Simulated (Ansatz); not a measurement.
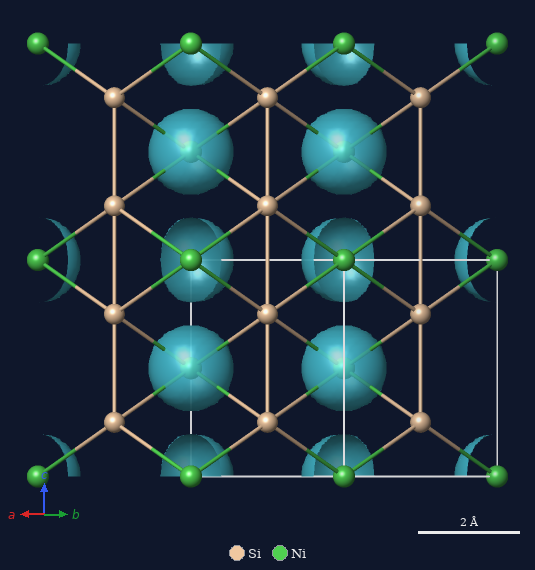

The picture shows: Si$_{2}$Ni. Isosurface of the valence pseudo-density at 0.8 e/Å³ (cyan), seen along [110]. Sticks mark near contacts.

Space group I4/mmm; computed pressure about 10 GPa in this cell; computed without spin polarisation.

Method: DFT PBE, scalar-relativistic, plane waves, PAW (Ansatz 0.2.0).

Question: How is the density connected at this value?

Answer: At this value the density breaks into separate islands; it holds about 60 % of the electrons treated as valence (semicore included). It bridges none of the near contacts. It is pinched off along the sampled Si–Si (2.16 Å) and Si–Ni (2.42 Å) contacts. On the grid the lowest density along these lines, outside the cores, is 0.59 e/Å³ (Si–Si, 2.16 Å) and 0.42 e/Å³ (Si–Ni, 2.42 Å).
